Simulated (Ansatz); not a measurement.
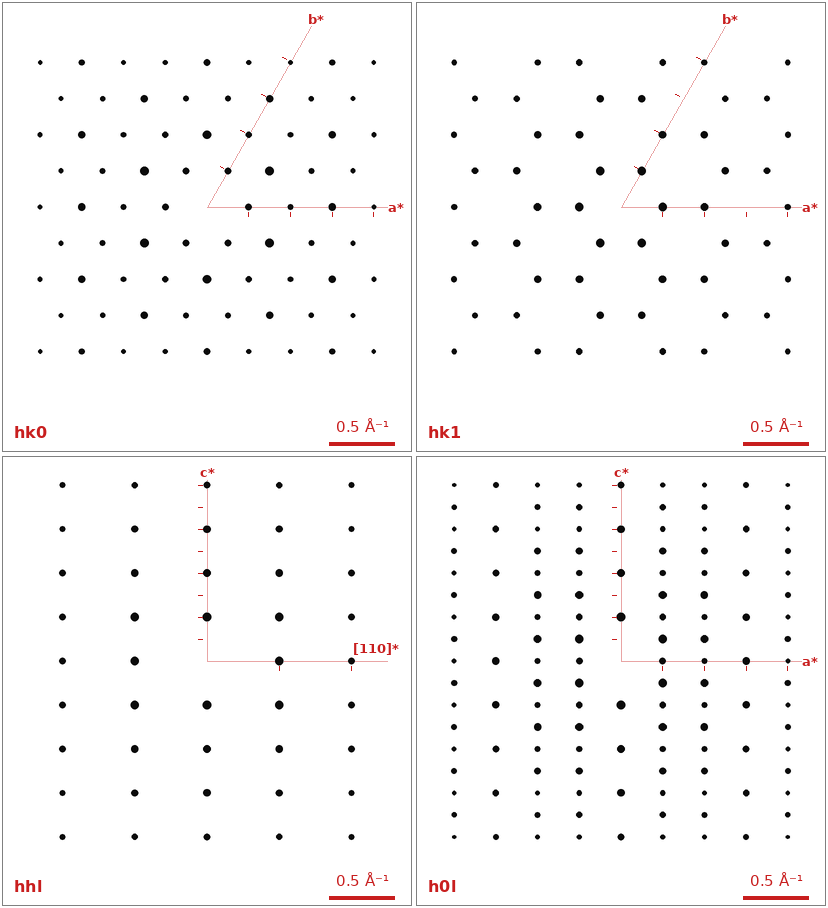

Simulated precession-type sections (X-rays; kinematic intensities, B = 0.5 Å²). The ticks mark integer indices of the conventional cell.

The compound is Bi. Structure: the input geometry of an electronic-structure calculation (not necessarily at equilibrium); the starting structure was generated, so it need not be a known form of this composition.

What cell do the layers give?

a* = 0.326, b* = 0.326, c* = 0.172 Å⁻¹, γ* = 60°; the cell is hexagonal with a = 3.55 Å, c = 5.83 Å (hexagonal axes).

List the systematic absences.

Reflections are present only under these conditions. hkl: no condition; hk0: no condition; h0l: no condition; hhl: l = 2n; 00l: l = 2n. The lattice is primitive (P). Further gaps, such as 0 3 1, 3 0 1, 3 0 3, come from atoms on special positions, not from the group's general conditions.

Which space groups fit?

The intensities have Laue symmetry 6/mmm (the hk0 layer shows 6mm, hk1 shows 6mm). With these conditions the candidates are P6_3mc (No. 186), P-62c (No. 190), P6_3/mmc (No. 194). Diffraction geometry alone does not choose among them; the structure has P6_3/mmc.
